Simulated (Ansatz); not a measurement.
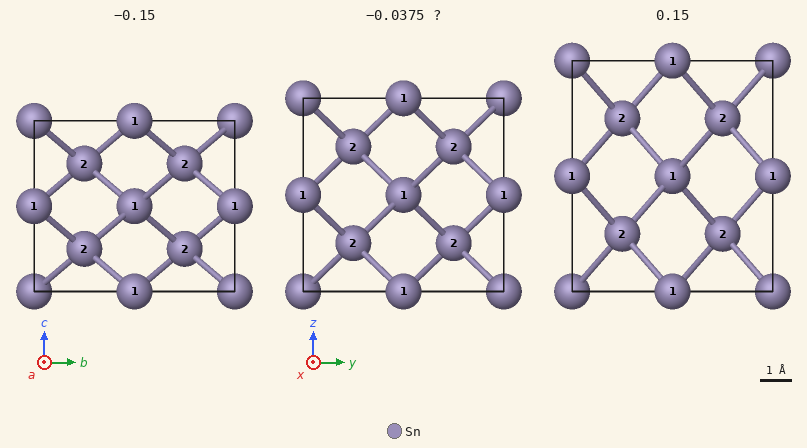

Energy scan for crystalline Sn (Fd-3m), in which the cell is strained along z alone, with the atoms kept at their fractional coordinates. x, y and z are the Cartesian axes of the input. Style: ball-and-stick. Shown: the conventional cell (4 times the calculation's cell), along the a axis. Lengths and directions refer to the drawn axes.

Method: Ansatz, DFT r2SCAN, scalar-relativistic, plane waves, PAW. Settings: plane-wave cutoff 500 eV; k-point mesh 12 × 12 × 12; occupations gaussian; smearing width 0.15 eV; no spin polarisation. Energies (free energies at the smearing named) are counted from the cell as listed in its source, which wasn't relaxed.

```csv
strain,E − E(ref) (meV/atom)
−0.1500,249.3
−0.1125,148.6
−0.0750,73.7
−0.0375,?
0.0000,0.0
0.0375,−2.2
0.0750,15.1
0.1125,49.4
0.1312,71.9
0.1500,97.9
```

> One row is withheld. What is its energy?

A straight line between the two neighbours gives 36.9 meV/atom. A cubic through the four nearest rows (−0.1125, −0.0750, 0.0000, 0.0375) gives, with Lagrange weights, (−0.1667)(148.6) + (0.6667)(73.7) + (0.6667)(0.0) + (−0.1667)(−2.2) = 24.7 meV/atom. The calculation gives 24.5 meV/atom, so the cubic is 0.2 meV/atom too high and the straight line 12.4 meV/atom too high, as the curve bends upwards here.

The whole profile:

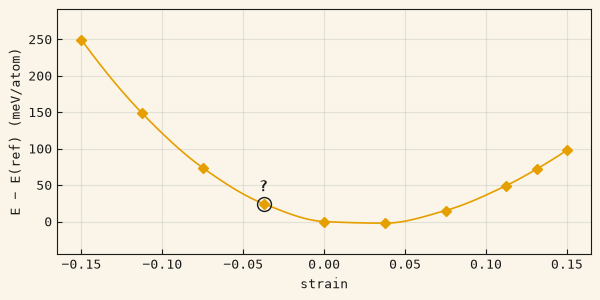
